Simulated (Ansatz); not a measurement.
**Ge: density, localisation and related maps**

```yaml
crystal:
  lattice:
    - [4.99180, 0.00000, 0.00000]
    - [0.00000, 5.30173, 0.00000]
    - [0.00000, 0.00000, 2.87389]
  atoms:
    - { symbol: Ge, position: [0.00000, 0.75000, 0.06406] }
    - { symbol: Ge, position: [0.50000, 0.25000, 0.56406] }
    - { symbol: Ge, position: [0.00000, 0.25000, 0.93594] }
    - { symbol: Ge, position: [0.50000, 0.75000, 0.43594] }
```

Space group Imma; a structure from a database of computed crystals, not necessarily the ambient phase.

Theory: Kohn-Sham DFT of a periodic cell, r2SCAN, Ansatz PAW in Ansatz 0.2.0.

Core electrons are frozen (PAW), and the valence fields are smoothed inside the atomic spheres.

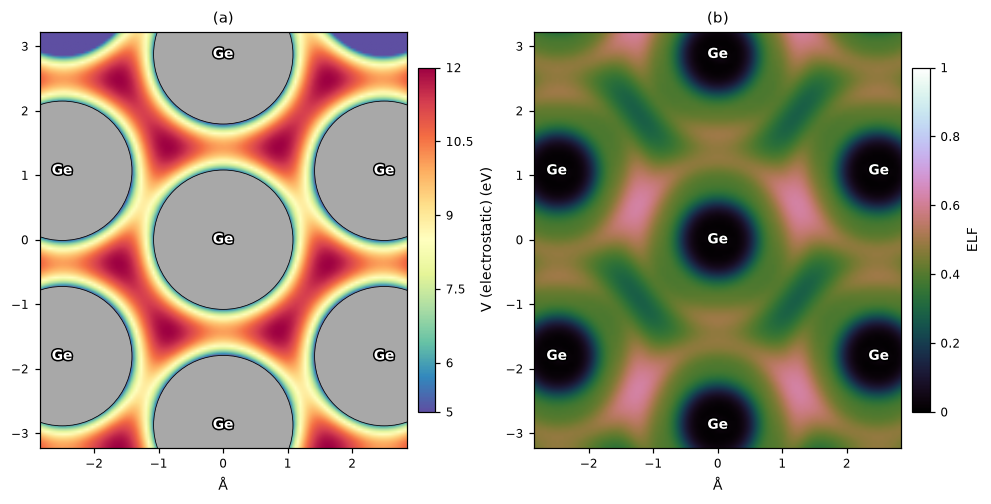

Figure 1. (a) electrostatic potential energy of an electron; (b) electron localisation function on the (010) plane of the conventional cell. Grey discs cover the atomic cores in the potential map.

Q: What do the fields say about this system?

A: The section cuts through Ge sites.
Ge–Ge (2.87 Å): the ELF is about 0.50 at the midpoint.
Outside the cores the potential energy rises away from the atoms and is highest about 1.7 Å from the nearest atoms; its zero is arbitrary.

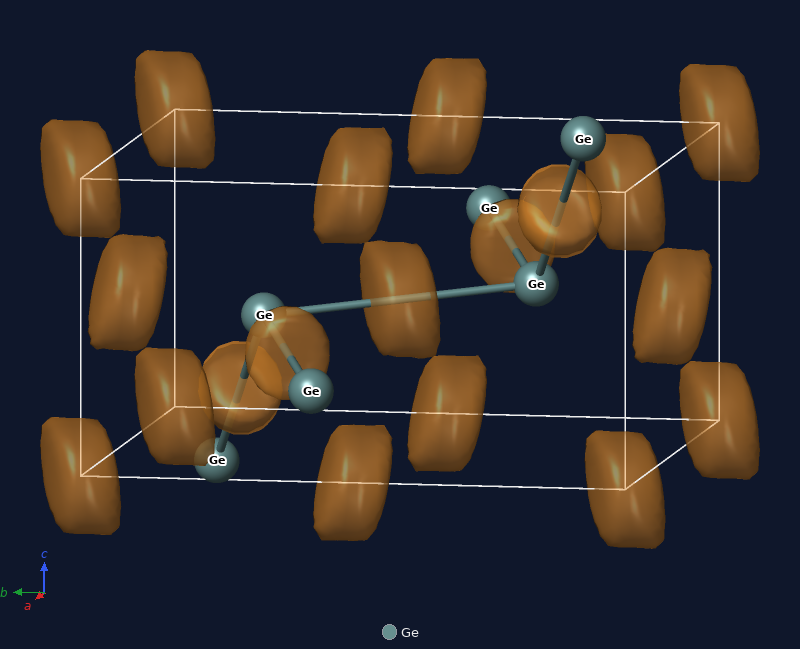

Figure 2. Isosurface of the electron localisation function at 0.55 (orange), seen at an oblique angle. Core shells and regions of very low density are left out. Sticks mark near contacts.

Q: What do the ELF domains correspond to?

A: The surface consists of eight regions between bonded Ge–Ge atoms, counted in one cell of 4 atoms. Regions shared between cells count once. Profiles from the grid: Ge–Ge (2.68 Å): the ELF peaks at about 0.70 between the atoms.

Q: Metal or insulator at this level of theory?

A: It is metallic or semimetallic at this level of theory: no gap opens.
